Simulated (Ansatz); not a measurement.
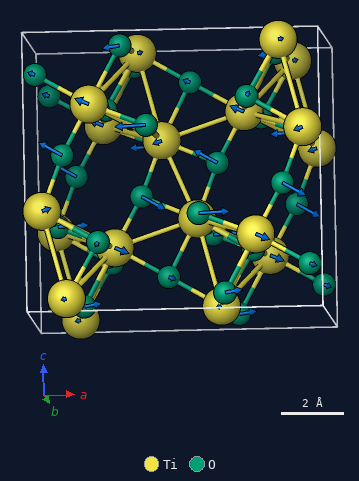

A relaxation of solid Ti3O5 (set up in C2/m). The starting structure is drawn; blue arrows show the displacements (the part carried along by the change of the cell is left out), 20 times their true length.

A ball-and-stick model of the conventional cell (2 times the calculation's cell), seen from a free direction. Lengths and directions refer to the drawn axes.

Case: volume × 1.03, shape and atoms relaxed.

The calculation used DFT PBEsol, scalar-relativistic, plane waves, PAW (Ansatz 0.2.0).

Input
```yaml
crystal:
  lattice:
    - [4.859565486, -1.944051795, 0.0349020272]
    - [4.859565486, 1.944051795, 0.0349020272]
    - [-0.2476654288, 0.0, 9.2648105748]
  atoms:
    - { symbol: Ti, position: [0.0568657564, 0.0568657564, 0.3588689326] }
    - { symbol: Ti, position: [0.9431342436, 0.9431342436, 0.6411310674] }
    - { symbol: Ti, position: [0.7774389612, 0.7774389612, 0.2614948663] }
    - { symbol: Ti, position: [0.2225610388, 0.2225610388, 0.7385051337] }
    - { symbol: Ti, position: [0.1339655502, 0.1339655502, 0.0446160036] }
    - { symbol: Ti, position: [0.8660344498, 0.8660344498, 0.9553839964] }
    - { symbol: O, position: [0.957896415, 0.957896415, 0.1526019424] }
    - { symbol: O, position: [0.042103585, 0.042103585, 0.8473980576] }
    - { symbol: O, position: [0.8709501901, 0.8709501901, 0.4427078797] }
    - { symbol: O, position: [0.1290498099, 0.1290498099, 0.5572921203] }
    - { symbol: O, position: [0.2442704437, 0.2442704437, 0.2444038344] }
    - { symbol: O, position: [0.7557295563, 0.7557295563, 0.7555961656] }
    - { symbol: O, position: [0.5861296073, 0.5861296073, 0.3401800136] }
    - { symbol: O, position: [0.4138703927, 0.4138703927, 0.6598199864] }
    - { symbol: O, position: [0.6700325382, 0.6700325382, 0.0538666931] }
    - { symbol: O, position: [0.3299674618, 0.3299674618, 0.9461333069] }
basis:
  ecutwfc: 420
kpoints:
  mp_grid: { grid: [10, 10, 4] }
hamiltonian:
  xc: pbesol
scf:
  occupations: { method: gaussian, width: 0.1 }
output:
  forces: true
  stress: true
  eigenvalues: true
relax:
  adjacent_minimum: "off"
  f_tol: 0.01
  max_steps: 30
  cell: { stress_tol: 0.1, fix: [volume] }
```

Run as
```bash
ansatz run input.yaml --threads 4 --pin off --max-ram 10240MiB --backend cpu --events-out ev --progress --plain --runs-dir out
```

> Atoms of which element are displaced furthest, and by how much?

Oxygen: up to 0.053 Å, against 0.027 Å for titanium.

> What did the optimiser do to the structure, and how much energy did it gain?

The largest moves relative to the cell, 0.053 Å, are those of O13 and O14. O14 goes along −a. By element the largest moves are O 0.053 Å, Ti 0.027 Å. The drawn cell changes at constant volume: a 9.719 → 9.777 Å (+0.6 %), b 3.888 → 3.861 Å (−0.7 %), c 9.268 → 9.280 Å (+0.1 %), β 91.1° → 91.3°. Some distances before and after: Ti1–O9 1.981 → 1.960 Å, Ti5–Ti6 3.102 → 3.119 Å, Ti3–O15 2.171 → 2.157 Å, Ti1–Ti3 3.044 → 3.058 Å. Bond angles that change, for instance: Ti5–O15–Ti5 159.1° → 156.5°, Ti2–O9–Ti3 172.4° → 170.0°, Ti2–O14–Ti2 160.4° → 158.2°. The space group stays C2/m (No. 12). Over 4 accepted moves (5 points after the start) the energy falls by 1.7 meV per atom. The largest force component goes from 0.21 to 0.0077 eV/Å. The pressure goes from −6.46 to −4.81 GPa. At 1 point the geometry stayed and the basis and grid were re-selected for the new cell (energy shift of less than 0.05 meV per atom at most each time). Cost: 80 s on 4 threads of Intel(R) Xeon(R) 6975P-C (Granite Rapids), on a shared host, peak memory 1.6 GiB.
